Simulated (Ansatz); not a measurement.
**WS₂: geometry relaxation (part 2 of 2)**

WS₂ (P-3m1, 3 atoms in the cell); DFT, PBEsol, plane waves, PAW, no spin polarisation (Ansatz 0.2.0); cutoff 420 eV, 6×6×4 k-mesh, Fermi–Dirac smearing of 0.03 eV. The structure was built on a prototype by a generator.

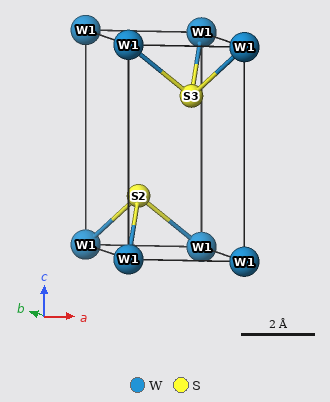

**Figure 1.** The geometry at step 5 of the log (ball-and-stick view of the cell of the calculation, seen slightly off an axis; atoms are numbered from 1 in the order of the input).

Output, continued:
```
Crystal: 3 atoms, lattice volume = 54.567 Å³
iter 1 solved again at ethr=6.95e-8 eV; its pass at ethr=3.10e-3 eV (dr2=1.81e-5 eV) is discarded
SCF iter   1: F=—  HF=-12028.221197 eV  |F-HF|=—  |Δ(HF+E_count)|=         —  Δρ=1.45e-4  dr2=1.67e-5  ethr=6.95e-8  ⟨swp⟩=3.1  Hψ=2510  notcnv=0
preconditioner: auto → none  [insulator: Δε(μ)=0.161 eV  Ē_g=8.611 eV  σ=0.030 eV  W_gap=0.82  n_scr=10 (ndim 8)  ℏωp=21.3 eV  f_vac=0.017  D(μ)=0.13/eV (n_scr^D=0)  ε∞_Penn≈7.1]
SCF iter   2: F=—  HF=-12028.221185 eV  |F-HF|=—  |Δ(HF+E_count)|=   1.19e-5  Δρ=1.11e-4  dr2=2.27e-5  ethr=6.42e-8  ⟨swp⟩=2.0  Hψ=579  notcnv=0
SCF iter   3: F=—  HF=-12028.221183 eV  |F-HF|=—  |Δ(HF+E_count)|=   1.64e-6  Δρ=8.15e-5  dr2=1.13e-5  ethr=6.42e-8  ⟨swp⟩=2.0  Hψ=575  notcnv=0
SCF iter   4: F=—  HF=-12028.221182 eV  |F-HF|=—  |Δ(HF+E_count)|=   1.41e-6  Δρ=3.40e-5  dr2=1.78e-6  ethr=4.35e-8  ⟨swp⟩=1.0  Hψ=408  notcnv=0
SCF iter   5: F=—  HF=-12028.221182 eV  |F-HF|=—  |Δ(HF+E_count)|=   2.21e-7  Δρ=8.62e-6  dr2=9.50e-8  ethr=6.84e-9  ⟨swp⟩=1.5  Hψ=426  notcnv=0
SCF iter   6: F=-12028.221182 eV  HF=-12028.221182 eV  |F-HF|=2.91e-11  |Δ(HF+E_count)|=   2.86e-9  Δρ=9.76e-7  dr2=4.43e-10  ethr=1.52e-10  ⟨swp⟩=5.0  Hψ=1482  notcnv=0
SCF 10 converged in 6 iterations: F = -12028.221182 eV  dr2 = 4.43e-10
relax step  10: F+E_penalty+E_count = -12028.22118151 eV  Δ(F+E_penalty+E_count) = -2.033e-6 eV  max|allowed force component| = 9.619e-3 eV/Å  Δτ_max = 0.0013 Å  P = -0.066 GPa  Ω = 54.567 Å³  energy of the carried Pulay correction = +1.983e-3 eV  (6 SCF iters, dr2 threshold 3.96e-8 eV, accepted)
Crystal: 3 atoms, lattice volume = 54.557 Å³
iter 1 solved again at ethr=7.02e-9 eV; its pass at ethr=3.10e-3 eV (dr2=1.83e-6 eV) is discarded
SCF iter   1: F=—  HF=-12028.221199 eV  |F-HF|=—  |Δ(HF+E_count)|=         —  Δρ=3.63e-5  dr2=1.86e-6  ethr=7.02e-9  ⟨swp⟩=2.3  Hψ=2290  notcnv=0
preconditioner: auto → none  [insulator: Δε(μ)=0.160 eV  Ē_g=8.613 eV  σ=0.030 eV  W_gap=0.82  n_scr=10 (ndim 8)  ℏωp=21.3 eV  f_vac=0.017  D(μ)=0.13/eV (n_scr^D=0)  ε∞_Penn≈7.1]
SCF iter   2: F=—  HF=-12028.221189 eV  |F-HF|=—  |Δ(HF+E_count)|=   1.00e-5  Δρ=5.62e-5  dr2=6.81e-6  ethr=7.02e-9  ⟨swp⟩=2.7  Hψ=755  notcnv=0
SCF iter   3: F=—  HF=-12028.221188 eV  |F-HF|=—  |Δ(HF+E_count)|=   1.02e-6  Δρ=1.05e-5  dr2=1.05e-7  ethr=7.02e-9  ⟨swp⟩=2.0  Hψ=576  notcnv=0
SCF iter   4: F=-12028.221188 eV  HF=-12028.221188 eV  |F-HF|=9.42e-10  |Δ(HF+E_count)|=   1.52e-8  Δρ=2.13e-6  dr2=2.04e-9  ethr=7.42e-11  ⟨swp⟩=3.7  Hψ=1646  notcnv=0
SCF 11 converged in 4 iterations: F = -12028.221188 eV  dr2 = 2.04e-9
relax step  11: F+E_penalty+E_count = -12028.22118778 eV  Δ(F+E_penalty+E_count) = -6.269e-6 eV  max|allowed force component| = 6.695e-5 eV/Å  Δτ_max = 0.0004 Å  P = -0.000 GPa  Ω = 54.557 Å³  energy of the carried Pulay correction = +1.984e-3 eV  (4 SCF iters, dr2 threshold 1.93e-8 eV, accepted)
Basis set: ecut = 420 eV, 1065 PW (Γ), exchange–correlation on 48×48×90 points (8 copies of the dense FFT grid, shifted against one another)
Initial wavefunctions: pseudopotential atomic-orbital guess (no wavefunctions were taken with the density)
iter 1 solved again at ethr=2.88e-7 eV; its pass at ethr=3.10e-3 eV (dr2=7.49e-5 eV) is discarded
SCF iter   1: F=—  HF=-12028.219600 eV  |F-HF|=—  |Δ(HF+E_count)|=         —  Δρ=2.72e-4  dr2=4.70e-6  ethr=2.88e-7  ⟨swp⟩=3.0  Hψ=3457  notcnv=0
preconditioner: auto → none  [insulator: Δε(μ)=0.160 eV  Ē_g=8.614 eV  σ=0.030 eV  W_gap=0.82  n_scr=10 (ndim 8)  ℏωp=21.3 eV  f_vac=0.018  D(μ)=0.13/eV (n_scr^D=0)  ε∞_Penn≈7.1]
SCF iter   2: F=—  HF=-12028.219585 eV  |F-HF|=—  |Δ(HF+E_count)|=   1.51e-5  Δρ=1.34e-4  dr2=1.06e-6  ethr=1.81e-8  ⟨swp⟩=1.6  Hψ=578  notcnv=0
SCF iter   3: F=—  HF=-12028.219588 eV  |F-HF|=—  |Δ(HF+E_count)|=   3.07e-6  Δρ=1.05e-5  dr2=8.93e-8  ethr=4.09e-9  ⟨swp⟩=2.2  Hψ=721  notcnv=0
SCF iter   4: F=—  HF=-12028.219588 eV  |F-HF|=—  |Δ(HF+E_count)|=   1.08e-8  Δρ=9.07e-6  dr2=1.58e-7  ethr=3.44e-10  ⟨swp⟩=2.8  Hψ=709  notcnv=0
SCF iter   5: F=—  HF=-12028.219588 eV  |F-HF|=—  |Δ(HF+E_count)|=   2.19e-8  Δρ=2.11e-6  dr2=5.09e-9  ethr=3.44e-10  ⟨swp⟩=2.0  Hψ=549  notcnv=0
SCF iter   6: F=—  HF=-12028.219588 eV  |F-HF|=—  |Δ(HF+E_count)|=  6.57e-10  Δρ=3.98e-7  dr2=3.01e-11  ethr=1.96e-11  ⟨swp⟩=2.0  Hψ=561  notcnv=0
SCF iter   7: F=-12028.219588 eV  HF=-12028.219588 eV  |F-HF|=0.00e0  |Δ(HF+E_count)|=  7.28e-12  Δρ=5.39e-8  dr2=4.61e-13  ethr=1.00e-12  ⟨swp⟩=6.4  Hψ=1869  notcnv=0
SCF 12 converged in 7 iterations: F = -12028.219588 eV  dr2 = 4.61e-13
relax step  12: F+E_penalty+E_count = -12028.21958821 eV  Δ(F+E_penalty+E_count) = +1.600e-3 eV  max|allowed force component| = 7.806e-4 eV/Å  Δτ_max = 0.0000 Å  P = +0.002 GPa  Ω = 54.557 Å³  stress off target by 8.60e-3 GPa  SCF on the basis re-selected at this cell (its energy is not comparable with the rows above)  (7 SCF iters)
```

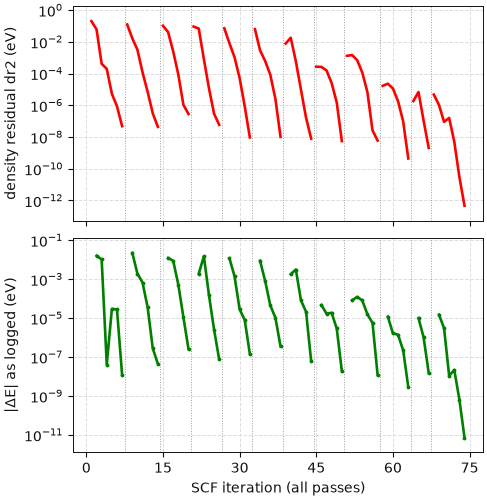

**Figure 2.** Convergence of the self-consistent field: density residual dr2 and size of the energy change against the SCF iteration. The dotted lines part the SCF passes of the relaxation: geometry steps, rejected trials and re-solves on a re-selected basis. The 12 passes take 4 to 7 iterations each, 74 in all.

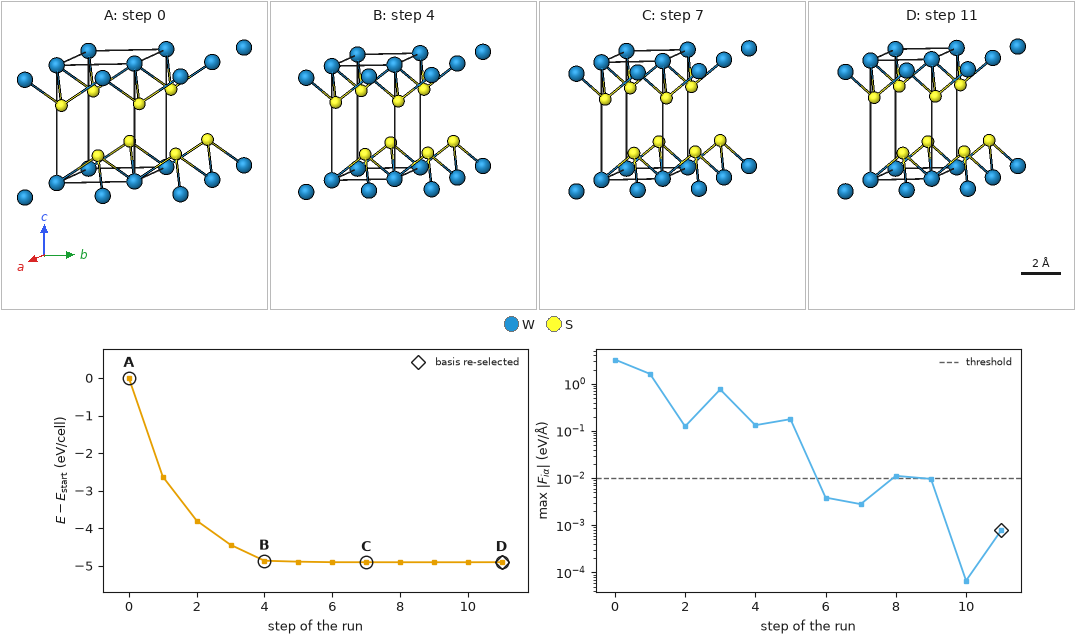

**Figure 3.** Frames of the relaxation (ball-and-stick view of the cell of the calculation, repeated 2 × 2 × 1, seen slightly off an axis) above the curves, on which the letters mark them (the first geometry is step 0 here and step 1 in the log).

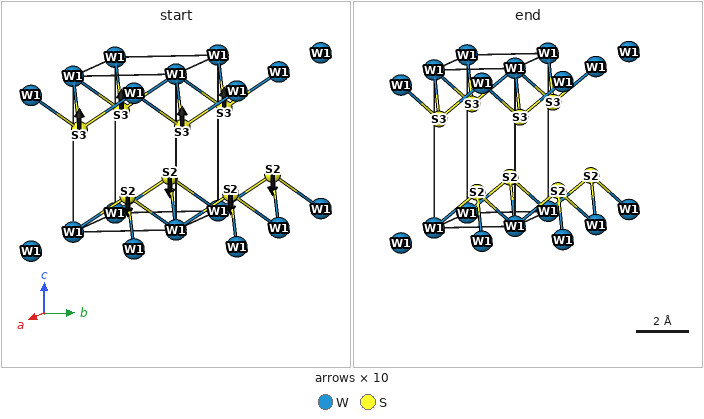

**Figure 4.** Before (left) and after (right) the relaxation, at one scale (ball-and-stick view of the cell of the calculation, repeated 2 × 2 × 1, seen slightly off an axis). The black arrows give the displacements (without the part carried along by the change of the cell), magnified 10 times. The largest moves relative to the cell, 0.087 Å, are those of S2 and S3. W stays in place. Cell: a = b 4.027 → 3.167 Å (−21.3 %), c 6.190 → 6.280 Å (+1.5 %). Volume −37.2 %. Among the contacts that change: W1–S2 2.843 → 2.412 Å. Among the angles that change: W1–S3–W1 90.2° → 82.1°, S2–W1–S3 89.8° → 97.9°, S2–W1–S2 90.2° → 82.1°. The space group stays P-3m1 (No. 164). After 10 geometry steps the energy has fallen by 4.903 eV per cell of the calculation. Largest force component: 3.3 eV/Å at the start, 0.00078 eV/Å at the end. The pressure goes from −25.75 to 0.00 GPa. A last SCF at the same geometry on a re-selected plane-wave basis shifts the energy by +1.6 meV per cell of the calculation. (Atoms are counted from 1 in the order of the input.)

```
basis re-selected at this cell: Δ(F+E_penalty+E_count) = +1.600e-3 eV, ΔP = +0.002 GPa vs the last step (what re-selecting the basis moved, of the pressure what is left beyond the Pulay correction that the steps carried, after the strain that the cell walked since its last selection, with what the two solves' SCF thresholds leave and, on support functions, any second-order correction that the steps lacked; it is no measure of the basis error at this ecutwfc). The dense FFT grid was sized anew with the basis: this SCF ran on 24×24×45 points, the steps before it on 27×27×45, so part of this shift can come from that change (see relax.cell in the input reference). This SCF's stress stands 8.60e-3 GPa from its target on what of the cell is left free (relax.cell.stress_tol is 5.00e-2 GPa) and its largest allowed force component is 7.81e-4 eV/Å (relax.f_tol is 1.00e-2 eV/Å): within both
SCF converged after 7 iterations
Free energy (F): -12028.219588 eV
Harris-Foulkes:  -12028.219588 eV  (|F-HF|=0.00e0)
Internal energy: -12028.219076 eV  (E = F + TS)
E sigma→0 (E₀):  -12028.219332 eV
Entropy (-TS):   -0.000512 eV (-0.171 meV/atom)
Fermi energy:    11.266705 eV
--- Per-component energies (eV) ---
  E_band       = -198.596260
  E_kinetic    = 666.264811
  E_local      = -1826.317702  (includes V_loc(G=0)·N_el)
  E_nonlocal   = 60.582154
  E_hartree    = 726.317570
  E_xc         = -458.190897
  E_vxc        = -414.327335  (∫ρ·V_xc dr)
  E_paw        = -9604.538816  (= ΣΔE_a)
  E_vpaw       = -137.433255  (= ΣTr[D̂ρ^β])
  E_aug_tail   = -0.000067  (compensation charges beyond the density's cutoff)
  E_ewald      = -1592.681821
  E_core_change = 0.345691  (= ΣΔE_core)
  E_smearing   = -0.000512  (= −TS)
  E_closure    = 0.000000  (closes the sum)
  Σ components = -12028.219588   (vs F -12028.219588, Δ=0.00e0)
--- Forces (eV/Å), atoms counted from 1 ---
  atom   1  W     -0.00000000     0.00000000     0.00000000
  atom   2  S     -0.00000000     0.00000000     0.00078064
  atom   3  S      0.00000000    -0.00000000    -0.00078064
  max |Σ_I F_I| component: 1.85e-17 eV/Å
--- Stress (GPa, compression-positive) ---
       -0.001713       0.000000       0.000000
        0.000000      -0.001713      -0.000000
        0.000000      -0.000000       0.008605
  P = ⅓ Tr σ = 0.0017 GPa (0.017 kbar)
--- Relaxed structure (11 steps of the walk, 11 accepted, 1 SCFs on fresh bases) ---
  F+E_penalty+E_count = -12028.21958821 eV   max|allowed force component| = 7.806e-4 eV/Å   (the final SCF, on the basis selected at the relaxed cell)
  cell:  # Å, volume = 54.5572 Å³
    - [3.1673028221135744, 1.0505287513394925e-32, -5.928355645142783e-17]
    - [-1.5836514110567872, 2.7429647054285, 2.9641778225713915e-17]
    - [-9.113140997180814e-17, 1.3276796418182487e-32, 6.2797530212176955]
  atoms:
    - { symbol: W, position: [7.705439237259456e-35, 2.6770224467802678e-34, -3.7366668601164366e-18] }
    - { symbol: S, position: [0.3333333333333333, 0.6666666666666666, 0.2504111193038416] }
    - { symbol: S, position: [0.6666666666666665, 0.3333333333333333, 0.7495888806961588] }
```

Trajectory as extended XYZ (Å, eV, eV/Å), 12 frames, from step=1 to step=12:
```
3
Lattice="4.0267 0.0000 0.0000 -2.0134 3.4872 0.0000 0.0000 0.0000 6.1899" Properties=species:S:1:pos:R:3:forces:R:3 step=1 energy=-12023.31788 pressure_GPa=-25.75
W     0.0000    0.0000    0.0000    0.0000   0.0000   0.0000
S     0.0000    2.3248    1.6362    0.0000   0.0000  -3.2559
S     2.0134    1.1624    4.5537    0.0000   0.0000   3.2559
3
Lattice="3.8304 0.0000 0.0000 -1.9152 3.3173 0.0000 0.0000 0.0000 5.9974" Properties=species:S:1:pos:R:3:forces:R:3 step=2 energy=-12025.94311 pressure_GPa=-20.73
W     0.0000    0.0000    0.0000    0.0000   0.0000   0.0000
S     0.0000    2.2115    1.4052    0.0000   0.0000  -1.6198
S     1.9152    1.1058    4.5923    0.0000   0.0000   1.6198
3
Lattice="3.6387 0.0000 0.0000 -1.8193 3.1512 0.0000 0.0000 0.0000 5.9329" Properties=species:S:1:pos:R:3:forces:R:3 step=3 energy=-12027.11363 pressure_GPa=-11.49
W     0.0000    0.0000    0.0000    0.0000   0.0000   0.0000
S     0.0000    2.1008    1.3235    0.0000   0.0000   0.1248
S     1.8193    1.0504    4.6093    0.0000   0.0000  -0.1248
3
Lattice="3.4423 0.0000 0.0000 -1.7212 2.9812 0.0000 0.0000 0.0000 5.9489" Properties=species:S:1:pos:R:3:forces:R:3 step=4 energy=-12027.75750 pressure_GPa=-4.36
W     0.0000    0.0000    0.0000    0.0000   0.0000   0.0000
S     0.0000    1.9874    1.3797    0.0000   0.0000   0.7582
S     1.7212    0.9937    4.5692    0.0000   0.0000  -0.7582
3
Lattice="3.2475 0.0000 0.0000 -1.6237 2.8124 0.0000 0.0000 0.0000 6.0010" Properties=species:S:1:pos:R:3:forces:R:3 step=5 energy=-12028.18106 pressure_GPa=-2.22
W     0.0000    0.0000    0.0000    0.0000   0.0000   0.0000
S     0.0000    1.8749    1.5238    0.0000   0.0000   0.1322
S     1.6237    0.9375    4.4772    0.0000   0.0000  -0.1322
3
Lattice="3.1363 0.0000 0.0000 -1.5682 2.7162 0.0000 0.0000 0.0000 6.1102" Properties=species:S:1:pos:R:3:forces:R:3 step=6 energy=-12028.20613 pressure_GPa=1.25
W     0.0000    0.0000    0.0000    0.0000   0.0000   0.0000
S     0.0000    1.8108    1.5938    0.0000   0.0000  -0.1776
S     1.5682    0.9054    4.5165    0.0000   0.0000   0.1776
3
Lattice="3.1741 0.0000 0.0000 -1.5870 2.7488 0.0000 0.0000 0.0000 6.1456" Properties=species:S:1:pos:R:3:forces:R:3 step=7 energy=-12028.22001 pressure_GPa=0.08
W     0.0000    0.0000    0.0000    0.0000   0.0000   0.0000
S     0.0000    1.8325    1.5672    0.0000   0.0000   0.0039
S     1.5870    0.9163    4.5784    0.0000   0.0000  -0.0039
3
Lattice="3.1716 0.0000 0.0000 -1.5858 2.7467 0.0000 0.0000 0.0000 6.1863" Properties=species:S:1:pos:R:3:forces:R:3 step=8 energy=-12028.22065 pressure_GPa=0.04
W     0.0000    0.0000    0.0000    0.0000   0.0000   0.0000
S     0.0000    1.8311    1.5694    0.0000   0.0000  -0.0028
S     1.5858    0.9156    4.6169    0.0000   0.0000   0.0028
3
Lattice="3.1670 0.0000 0.0000 -1.5835 2.7427 0.0000 0.0000 0.0000 6.2706" Properties=species:S:1:pos:R:3:forces:R:3 step=9 energy=-12028.22118 pressure_GPa=0.10
W     0.0000    0.0000    0.0000    0.0000   0.0000   0.0000
S     0.0000    1.8285    1.5719    0.0000   0.0000   0.0112
S     1.5835    0.9142    4.6987    0.0000   0.0000  -0.0112
3
Lattice="3.1675 0.0000 0.0000 -1.5837 2.7431 0.0000 0.0000 0.0000 6.2801" Properties=species:S:1:pos:R:3:forces:R:3 step=10 energy=-12028.22118 pressure_GPa=-0.07
W     0.0000    0.0000    0.0000    0.0000   0.0000   0.0000
S     0.0000    1.8287    1.5730    0.0000   0.0000  -0.0096
S     1.5837    0.9144    4.7071    0.0000   0.0000   0.0096
3
Lattice="3.1673 0.0000 0.0000 -1.5837 2.7430 0.0000 0.0000 0.0000 6.2798" Properties=species:S:1:pos:R:3:forces:R:3 step=11 energy=-12028.22119 pressure_GPa=-0.00
W     0.0000    0.0000    0.0000    0.0000   0.0000   0.0000
S     0.0000    1.8286    1.5725    0.0000   0.0000   0.0001
S     1.5837    0.9143    4.7072    0.0000   0.0000  -0.0001
3
Lattice="3.1673 0.0000 0.0000 -1.5837 2.7430 0.0000 0.0000 0.0000 6.2798" Properties=species:S:1:pos:R:3:forces:R:3 step=12 energy=-12028.21959 pressure_GPa=0.00
W     0.0000    0.0000    0.0000    0.0000   0.0000   0.0000
S     0.0000    1.8286    1.5725    0.0000   0.0000   0.0008
S     1.5837    0.9143    4.7072    0.0000   0.0000  -0.0008
```

This output came from the following input.

Input file:
```yaml
crystal:
  lattice:
    - [4.02671388, 0.0, 0.0]
    - [-2.01335694, 3.4872365139, 0.0]
    - [0.0, 0.0, 6.189913956]
  atoms:
    - { symbol: W, position: [0.0, 0.0, 0.0] }
    - { symbol: S, position: [0.3333333333, 0.6666666667, 0.2643343655] }
    - { symbol: S, position: [0.6666666667, 0.3333333333, 0.7356656345] }
kpoints:
  mp_grid: { grid: [6, 6, 4] }
hamiltonian:
  xc: pbesol
scf:
  occupations: { method: fermi_dirac, width: 0.03 }
relax:
  f_tol: 0.01
  cell: {}
  max_steps: 120
```

Launch command:
```bash
ansatz run input.yaml --threads 2 --pin off --max-ram 2211MiB --backend cpu --events-out ev --progress --plain --runs-dir out
```

Results in brief:

```tsv
quantity	value
outcome	converged
space group (tolerance 0.01 Å)	P-3m1 (164)
electrons treated	26
free energy	−12028.2196 eV
Fermi energy	11.267 eV
pressure	0.00 GPa
final volume	54.56 Å³
largest force (length of the vector) at the end	0.001 eV/Å
final cell	a = 3.167 Å, b = 3.167 Å, c = 6.280 Å, α = 90.00°, β = 90.00°, γ = 120.00°
hardware	2 threads of Arm Neoverse V2, 24 GiB of memory available, shared host
wall time	10 s (CPU time 19 s)
peak memory	0.36 GiB
```

Spin–orbit coupling is left out, which matters for W.
